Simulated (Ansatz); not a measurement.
## Run report: Ge$_{8}$S, single-point calculation (part 2 of 3)

Continued. System: Ge$_{8}$S (slab, 9 atoms in the cell). Method: DFT, PBEsol, plane waves, PAW, no spin polarisation (Ansatz 0.2.0); cutoff 420 eV, 7×5×1 k-mesh, Gaussian smearing of 0.1 eV. The structure derives from an entry of the Crystallography Open Database.

Geometry of the input (Å; fractional positions):
```
4.0134  0.0000  0.0000
0.0000  5.6758  0.0000
0.0000  0.0000  25.0201
Ge 0.5000  0.0000  0.3397
Ge 0.0000  0.2500  0.3397
Ge 0.0000  0.5000  0.4199
Ge 0.5000  0.7500  0.4199
Ge 0.5000  -0.0032  0.5018
Ge 0.0000  0.2486  0.4999
Ge 0.0000  0.4435  0.5905
Ge 0.5000  0.8334  0.5972
S  0.0000  0.0832  0.6338
```

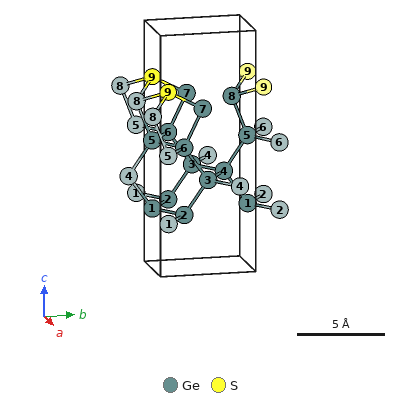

**Figure 1.** The structure (ball-and-stick view of the cell of the calculation, with the vacuum cut short, seen slightly off an axis; neighbours outside the cell are drawn fainter; atoms are numbered from 1 in the order of the input). An atom can appear more than once, as a periodic image.

**Log, continued**
```
SCF iter   1: F=—  HF=-34910.099398 eV  |F-HF|=—  |Δ(HF+E_count)|=         —  Δρ=2.92e-3  dr2=3.59e-1  ethr=1.77e-3  p=-0.033 e·Å  D=-1.03e-2 V/Å  ΔV_dip=0.26 eV  dr2_dipole=1.03e-1  V_vac-E_F(+/−)=5.14/4.88 eV  ⟨swp⟩=6.9  Hψ=3293  notcnv=0  defer=7
efield: sawtooth ramp at fractional position 0.9668 (placed from the atoms, in the widest stretch of the axis that holds none; the zero of the levels goes with the place), width 0.0400; the density the first Hamiltonian is built on has a dipole p = -0.033 e·Å; the dipole correction subtracts the counter field D = -1.03e-2 V/Å, which shifts the + side's vacuum level by +0.26 eV against the − side's; the planar-averaged density in the ramp window peaks in size at 1.0e-5 e/Å³
SCF iter   2: F=—  HF=-34910.077312 eV  |F-HF|=—  |Δ(HF+E_count)|=   2.21e-2  Δρ=1.43e-3  dr2=8.16e-2  ethr=3.04e-4  p=-0.033 e·Å  D=-1.03e-2 V/Å  ΔV_dip=0.26 eV  dr2_dipole=2.00e-2  V_vac-E_F(+/−)=5.17/4.91 eV  ⟨swp⟩=1.0  Hψ=984  notcnv=0  defer=12  κ⁻¹=1.0e0(r=1)
SCF iter   3: F=—  HF=-34910.072296 eV  |F-HF|=—  |Δ(HF+E_count)|=   5.02e-3  Δρ=5.30e-4  dr2=1.02e-2  ethr=6.92e-5  p=-0.032 e·Å  D=-1.03e-2 V/Å  ΔV_dip=0.26 eV  dr2_dipole=8.58e-4  V_vac-E_F(+/−)=5.19/4.93 eV  ⟨swp⟩=1.0  Hψ=804  notcnv=0  defer=12  κ⁻¹=1.9e-2(r=2)
SCF iter   4: F=—  HF=-34910.071824 eV  |F-HF|=—  |Δ(HF+E_count)|=   4.72e-4  Δρ=2.66e-4  dr2=3.67e-3  ethr=8.64e-6  p=-0.032 e·Å  D=-1.02e-2 V/Å  ΔV_dip=0.26 eV  dr2_dipole=1.84e-4  V_vac-E_F(+/−)=5.19/4.94 eV  ⟨swp⟩=2.0  Hψ=915  notcnv=0  defer=12  κ⁻¹=3.3e-3(r=3)
SCF iter   5: F=—  HF=-34910.071751 eV  |F-HF|=—  |Δ(HF+E_count)|=   7.32e-5  Δρ=1.82e-4  dr2=2.35e-3  ethr=3.11e-6  p=-0.032 e·Å  D=-1.01e-2 V/Å  ΔV_dip=0.25 eV  dr2_dipole=2.46e-4  V_vac-E_F(+/−)=5.19/4.94 eV  ⟨swp⟩=1.7  Hψ=825  notcnv=0  defer=12  κ⁻¹=2.9e-4(r=4)
SCF iter   6: F=—  HF=-34910.071574 eV  |F-HF|=—  |Δ(HF+E_count)|=   1.77e-4  Δρ=1.39e-4  dr2=1.27e-3  ethr=1.99e-6  p=-0.031 e·Å  D=-9.88e-3 V/Å  ΔV_dip=0.25 eV  dr2_dipole=1.24e-4  V_vac-E_F(+/−)=5.19/4.94 eV  ⟨swp⟩=1.8  Hψ=813  notcnv=0  defer=12  κ⁻¹=1.1e-4(r=5)
SCF iter   7: F=—  HF=-34910.071304 eV  |F-HF|=—  |Δ(HF+E_count)|=   2.69e-4  Δρ=1.05e-4  dr2=7.23e-4  ethr=1.08e-6  p=-0.030 e·Å  D=-9.62e-3 V/Å  ΔV_dip=0.24 eV  dr2_dipole=8.37e-5  V_vac-E_F(+/−)=5.18/4.94 eV  ⟨swp⟩=2.0  Hψ=864  notcnv=0  defer=12  κ⁻¹=4.1e-5(r=6)
SCF iter   8: F=—  HF=-34910.070954 eV  |F-HF|=—  |Δ(HF+E_count)|=   3.50e-4  Δρ=7.82e-5  dr2=5.17e-4  ethr=6.13e-7  p=-0.029 e·Å  D=-9.34e-3 V/Å  ΔV_dip=0.23 eV  dr2_dipole=1.14e-4  V_vac-E_F(+/−)=5.17/4.93 eV  ⟨swp⟩=1.9  Hψ=830  notcnv=0  defer=12  κ⁻¹=3.2e-5(r=7)
SCF iter   9: F=—  HF=-34910.070625 eV  |F-HF|=—  |Δ(HF+E_count)|=   3.29e-4  Δρ=6.86e-5  dr2=3.57e-4  ethr=4.38e-7  p=-0.029 e·Å  D=-9.05e-3 V/Å  ΔV_dip=0.23 eV  dr2_dipole=7.98e-5  V_vac-E_F(+/−)=5.16/4.93 eV  ⟨swp⟩=2.0  Hψ=845  notcnv=0  defer=12  κ⁻¹=1.1e-5(r=8)
SCF iter  10: F=—  HF=-34910.070699 eV  |F-HF|=—  |Δ(HF+E_count)|=   7.43e-5  Δρ=5.10e-5  dr2=2.72e-4  ethr=3.02e-7  p=-0.028 e·Å  D=-8.96e-3 V/Å  ΔV_dip=0.22 eV  dr2_dipole=5.47e-5  V_vac-E_F(+/−)=5.15/4.93 eV  ⟨swp⟩=1.9  Hψ=846  notcnv=0  defer=12  κ⁻¹=1.4e-5(r=8)
SCF iter  11: F=—  HF=-34910.070759 eV  |F-HF|=—  |Δ(HF+E_count)|=   5.95e-5  Δρ=4.78e-5  dr2=2.33e-4  ethr=2.30e-7  p=-0.029 e·Å  D=-9.07e-3 V/Å  ΔV_dip=0.23 eV  dr2_dipole=2.71e-5  V_vac-E_F(+/−)=5.15/4.92 eV  ⟨swp⟩=1.9  Hψ=861  notcnv=0  defer=12  κ⁻¹=2.2e-4(r=8)
SCF iter  12: F=—  HF=-34910.070747 eV  |F-HF|=—  |Δ(HF+E_count)|=   1.14e-5  Δρ=3.34e-5  dr2=2.12e-4  ethr=1.98e-7  p=-0.030 e·Å  D=-9.37e-3 V/Å  ΔV_dip=0.23 eV  dr2_dipole=1.24e-5  V_vac-E_F(+/−)=5.15/4.91 eV  ⟨swp⟩=2.0  Hψ=852  notcnv=0  defer=12  κ⁻¹=1.0e-3(r=8)
SCF iter  13: F=—  HF=-34910.070700 eV  |F-HF|=—  |Δ(HF+E_count)|=   4.75e-5  Δρ=3.64e-5  dr2=2.29e-4  ethr=1.79e-7  p=-0.033 e·Å  D=-1.04e-2 V/Å  ΔV_dip=0.26 eV  dr2_dipole=1.73e-6  V_vac-E_F(+/−)=5.15/4.89 eV  ⟨swp⟩=2.2  Hψ=883  notcnv=0  defer=12  κ⁻¹=1.8e-3(r=8)
SCF iter  14: F=—  HF=-34910.070955 eV  |F-HF|=—  |Δ(HF+E_count)|=   2.56e-4  Δρ=3.26e-5  dr2=2.13e-4  ethr=1.79e-7  p=-0.034 e·Å  D=-1.09e-2 V/Å  ΔV_dip=0.27 eV  dr2_dipole=5.56e-6  V_vac-E_F(+/−)=5.16/4.89 eV  ⟨swp⟩=2.0  Hψ=867  notcnv=0  defer=12  κ⁻¹=9.0e-4(r=8)
SCF iter  15: F=—  HF=-34910.071065 eV  |F-HF|=—  |Δ(HF+E_count)|=   1.10e-4  Δρ=2.65e-5  dr2=1.90e-4  ethr=1.79e-7  p=-0.034 e·Å  D=-1.08e-2 V/Å  ΔV_dip=0.27 eV  dr2_dipole=6.02e-7  V_vac-E_F(+/−)=5.16/4.89 eV  ⟨swp⟩=2.0  Hψ=862  notcnv=0  defer=12  κ⁻¹=6.3e-4(r=8)
SCF iter  16: F=—  HF=-34910.071111 eV  |F-HF|=—  |Δ(HF+E_count)|=   4.56e-5  Δρ=2.86e-5  dr2=1.59e-4  ethr=1.61e-7  p=-0.038 e·Å  D=-1.20e-2 V/Å  ΔV_dip=0.30 eV  dr2_dipole=8.86e-6  V_vac-E_F(+/−)=5.17/4.87 eV  ⟨swp⟩=2.0  Hψ=839  notcnv=0  defer=12  κ⁻¹=2.1e-3(r=8)
SCF iter  17: F=—  HF=-34910.071161 eV  |F-HF|=—  |Δ(HF+E_count)|=   5.03e-5  Δρ=2.73e-5  dr2=1.08e-4  ethr=1.35e-7  p=-0.041 e·Å  D=-1.31e-2 V/Å  ΔV_dip=0.33 eV  dr2_dipole=1.41e-5  V_vac-E_F(+/−)=5.17/4.85 eV  ⟨swp⟩=1.9  Hψ=845  notcnv=0  defer=12  κ⁻¹=1.9e-3(r=8)
SCF iter  18: F=—  HF=-34910.071208 eV  |F-HF|=—  |Δ(HF+E_count)|=   4.70e-5  Δρ=2.86e-5  dr2=7.70e-5  ethr=9.16e-8  p=-0.044 e·Å  D=-1.40e-2 V/Å  ΔV_dip=0.35 eV  dr2_dipole=9.59e-6  V_vac-E_F(+/−)=5.18/4.83 eV  ⟨swp⟩=2.0  Hψ=856  notcnv=0  defer=12  κ⁻¹=7.6e-3(r=8)
SCF iter  19: F=—  HF=-34910.071229 eV  |F-HF|=—  |Δ(HF+E_count)|=   2.04e-5  Δρ=2.33e-5  dr2=7.18e-5  ethr=6.52e-8  p=-0.045 e·Å  D=-1.42e-2 V/Å  ΔV_dip=0.35 eV  dr2_dipole=7.31e-6  V_vac-E_F(+/−)=5.18/4.82 eV  ⟨swp⟩=1.2  Hψ=855  notcnv=0  defer=36  κ⁻¹=4.6e-3(r=8)
SCF iter  20: F=—  HF=-34910.071175 eV  |F-HF|=—  |Δ(HF+E_count)|=   5.31e-5  Δρ=1.79e-5  dr2=5.25e-5  ethr=6.08e-8  p=-0.045 e·Å  D=-1.42e-2 V/Å  ΔV_dip=0.35 eV  dr2_dipole=9.20e-6  V_vac-E_F(+/−)=5.17/4.82 eV  ⟨swp⟩=2.3  Hψ=896  notcnv=0  defer=36  κ⁻¹=6.9e-4(r=8)
SCF iter  21: F=—  HF=-34910.071105 eV  |F-HF|=—  |Δ(HF+E_count)|=   7.10e-5  Δρ=2.14e-5  dr2=3.36e-5  ethr=4.45e-8  p=-0.044 e·Å  D=-1.41e-2 V/Å  ΔV_dip=0.35 eV  dr2_dipole=6.41e-6  V_vac-E_F(+/−)=5.16/4.81 eV  ⟨swp⟩=2.1  Hψ=933  notcnv=0  defer=36  κ⁻¹=1.5e-3(r=8)
SCF iter  22: F=—  HF=-34910.071120 eV  |F-HF|=—  |Δ(HF+E_count)|=   1.54e-5  Δρ=1.98e-5  dr2=2.99e-5  ethr=2.85e-8  p=-0.044 e·Å  D=-1.39e-2 V/Å  ΔV_dip=0.35 eV  dr2_dipole=1.71e-6  V_vac-E_F(+/−)=5.15/4.80 eV  ⟨swp⟩=2.0  Hψ=873  notcnv=0  defer=36  κ⁻¹=1.3e-3(r=8)
SCF iter  23: F=—  HF=-34910.071238 eV  |F-HF|=—  |Δ(HF+E_count)|=   1.18e-4  Δρ=1.74e-5  dr2=1.62e-5  ethr=2.54e-8  p=-0.043 e·Å  D=-1.37e-2 V/Å  ΔV_dip=0.34 eV  dr2_dipole=6.83e-6  V_vac-E_F(+/−)=5.14/4.80 eV  ⟨swp⟩=2.2  Hψ=929  notcnv=0  defer=36  κ⁻¹=6.5e-4(r=8)
SCF iter  24: F=—  HF=-34910.071282 eV  |F-HF|=—  |Δ(HF+E_count)|=   4.36e-5  Δρ=1.69e-5  dr2=1.27e-5  ethr=1.37e-8  p=-0.043 e·Å  D=-1.37e-2 V/Å  ΔV_dip=0.34 eV  dr2_dipole=3.14e-6  V_vac-E_F(+/−)=5.14/4.79 eV  ⟨swp⟩=2.0  Hψ=851  notcnv=0  defer=36  κ⁻¹=6.7e-4(r=8)
SCF iter  25: F=—  HF=-34910.071342 eV  |F-HF|=—  |Δ(HF+E_count)|=   5.95e-5  Δρ=1.28e-5  dr2=9.19e-6  ethr=1.08e-8  p=-0.042 e·Å  D=-1.32e-2 V/Å  ΔV_dip=0.33 eV  dr2_dipole=2.79e-9  V_vac-E_F(+/−)=5.13/4.80 eV  ⟨swp⟩=2.2  Hψ=943  notcnv=0  defer=36  κ⁻¹=2.1e-4(r=8)
SCF iter  26: F=—  HF=-34910.071360 eV  |F-HF|=—  |Δ(HF+E_count)|=   1.82e-5  Δρ=8.67e-6  dr2=9.59e-6  ethr=7.79e-9  p=-0.041 e·Å  D=-1.29e-2 V/Å  ΔV_dip=0.32 eV  dr2_dipole=9.55e-7  V_vac-E_F(+/−)=5.12/4.80 eV  ⟨swp⟩=2.0  Hψ=905  notcnv=0  defer=36  κ⁻¹=2.0e-4(r=8)
SCF iter  27: F=—  HF=-34910.071355 eV  |F-HF|=—  |Δ(HF+E_count)|=   5.17e-6  Δρ=9.23e-6  dr2=7.29e-6  ethr=7.79e-9  p=-0.041 e·Å  D=-1.30e-2 V/Å  ΔV_dip=0.33 eV  dr2_dipole=1.12e-7  V_vac-E_F(+/−)=5.12/4.80 eV  ⟨swp⟩=2.0  Hψ=852  notcnv=0  defer=36  κ⁻¹=4.8e-4(r=8)
SCF iter  28: F=—  HF=-34910.071376 eV  |F-HF|=—  |Δ(HF+E_count)|=   2.19e-5  Δρ=8.81e-6  dr2=5.29e-6  ethr=6.18e-9  p=-0.041 e·Å  D=-1.31e-2 V/Å  ΔV_dip=0.33 eV  dr2_dipole=1.04e-8  V_vac-E_F(+/−)=5.12/4.80 eV  ⟨swp⟩=2.0  Hψ=901  notcnv=0  defer=36  κ⁻¹=7.6e-4(r=8)
SCF iter  29: F=—  HF=-34910.071415 eV  |F-HF|=—  |Δ(HF+E_count)|=   3.82e-5  Δρ=9.44e-6  dr2=4.17e-6  ethr=4.48e-9  p=-0.041 e·Å  D=-1.30e-2 V/Å  ΔV_dip=0.33 eV  dr2_dipole=1.23e-9  V_vac-E_F(+/−)=5.12/4.79 eV  ⟨swp⟩=2.2  Hψ=935  notcnv=0  defer=36  κ⁻¹=1.0e-3(r=8)
SCF iter  30: F=—  HF=-34910.071437 eV  |F-HF|=—  |Δ(HF+E_count)|=   2.28e-5  Δρ=7.48e-6  dr2=2.24e-6  ethr=3.54e-9  p=-0.041 e·Å  D=-1.30e-2 V/Å  ΔV_dip=0.32 eV  dr2_dipole=1.41e-7  V_vac-E_F(+/−)=5.12/4.79 eV  ⟨swp⟩=2.0  Hψ=913  notcnv=0  defer=36  κ⁻¹=9.4e-4(r=8)
SCF iter  31: F=—  HF=-34910.071469 eV  |F-HF|=—  |Δ(HF+E_count)|=   3.21e-5  Δρ=4.95e-6  dr2=1.63e-6  ethr=1.90e-9  p=-0.041 e·Å  D=-1.29e-2 V/Å  ΔV_dip=0.32 eV  dr2_dipole=1.71e-9  V_vac-E_F(+/−)=5.11/4.79 eV  ⟨swp⟩=2.1  Hψ=926  notcnv=0  defer=36  κ⁻¹=3.1e-3(r=8)
SCF iter  32: F=—  HF=-34910.071482 eV  |F-HF|=—  |Δ(HF+E_count)|=   1.21e-5  Δρ=4.21e-6  dr2=1.31e-6  ethr=1.38e-9  p=-0.041 e·Å  D=-1.29e-2 V/Å  ΔV_dip=0.32 eV  dr2_dipole=8.43e-10  V_vac-E_F(+/−)=5.11/4.79 eV  ⟨swp⟩=2.0  Hψ=880  notcnv=0  defer=36  κ⁻¹=1.1e-3(r=8)
SCF iter  33: F=—  HF=-34910.071496 eV  |F-HF|=—  |Δ(HF+E_count)|=   1.43e-5  Δρ=4.00e-6  dr2=5.43e-7  ethr=1.11e-9  p=-0.040 e·Å  D=-1.28e-2 V/Å  ΔV_dip=0.32 eV  dr2_dipole=7.59e-8  V_vac-E_F(+/−)=5.11/4.79 eV  ⟨swp⟩=2.2  Hψ=941  notcnv=0  defer=36  κ⁻¹=1.0e-3(r=8)
SCF iter  34: F=—  HF=-34910.071510 eV  |F-HF|=—  |Δ(HF+E_count)|=   1.43e-5  Δρ=3.21e-6  dr2=2.52e-7  ethr=4.60e-10  p=-0.040 e·Å  D=-1.27e-2 V/Å  ΔV_dip=0.32 eV  dr2_dipole=4.20e-9  V_vac-E_F(+/−)=5.11/4.79 eV  ⟨swp⟩=2.9  Hψ=980  notcnv=0  defer=36  κ⁻¹=1.6e-3(r=8)
SCF iter  35: F=—  HF=-34910.071518 eV  |F-HF|=—  |Δ(HF+E_count)|=   8.20e-6  Δρ=2.23e-6  dr2=1.19e-7  ethr=2.14e-10  p=-0.040 e·Å  D=-1.26e-2 V/Å  ΔV_dip=0.32 eV  dr2_dipole=1.06e-8  V_vac-E_F(+/−)=5.11/4.79 eV  ⟨swp⟩=3.0  Hψ=998  notcnv=0  defer=36  κ⁻¹=1.4e-3(r=8)
SCF iter  36: F=-34910.071529 eV  HF=-34910.071523 eV  |F-HF|=5.91e-6  |Δ(HF+E_count)|=   5.09e-6  Δρ=1.18e-6  dr2=9.27e-8  ethr=8.47e-11  p=-0.040 e·Å  D=-1.26e-2 V/Å  ΔV_dip=0.32 eV  dr2_dipole=4.40e-10  V_vac-E_F(+/−)=5.11/4.79 eV  ⟨swp⟩=13.2  Hψ=3310  notcnv=0
SCF 1 converged in 36 iterations: F = -34910.071529 eV  dr2 = 9.27e-8
  greatest PAW one-centre occupation: 0.998 electrons in one spin orbital (limit 2), on the Ge atom at site 7 (counted from 0), in its partial waves of l = 2
SCF converged after 36 iterations
Stability not checked: this state was not tested for a lower state beside it, because the mixer in use, unlike msr1, does not test its closes by its own steps (another_mixer; see scf.mixing.algorithm and scf.lower_state_search)
Free energy (F): -34910.071529 eV
Harris-Foulkes:  -34910.071523 eV  (|F-HF|=5.91e-6)
Internal energy: -34910.032169 eV  (E = F + TS)
E sigma→0 (E₀):  -34910.051849 eV
Entropy (-TS):   -0.039360 eV (-4.373 meV/atom)
Fermi energy:    -0.407601 eV
Dipole field:    D = -0.012584 V/Å  (p = -0.039634 e·Å, saw-weighted, corrected)
Work function:   Φ+ = 5.1084 eV   Φ− = 4.7935 eV
Levels:          The Fermi level and band energies are counted from a zero that moves with the ramp; work functions are not
--- Per-component energies (eV) ---
  E_band       = -2192.567464
  E_kinetic    = 986.740896
  E_local      = -118536.776931  (includes V_loc(G=0)·N_el)
  E_nonlocal   = 3377.358061
  E_hartree    = 57531.890896
  E_xc         = -689.697820
  E_vxc        = -596.435297  (∫ρ·V_xc dr)
  E_paw        = -16403.668956  (= ΣΔE_a)
  E_vpaw       = -2486.731188  (= ΣTr[D̂ρ^β])
  E_aug_tail   = 0.002481  (compensation charges beyond the density's cutoff)
  E_efield     = 0.000249  (sawtooth field / dipole correction)
  E_vefield    = -0.539616  (∫n·V_field dr)
  E_ewald      = 38816.713517
  E_core_change = 7.405439  (= ΣΔE_core)
  E_smearing   = -0.039360  (= −TS)
  E_closure    = -0.000000  (closes the sum)
  Σ components = -34910.071529   (vs F -34910.071529, Δ=0.00e0)
```
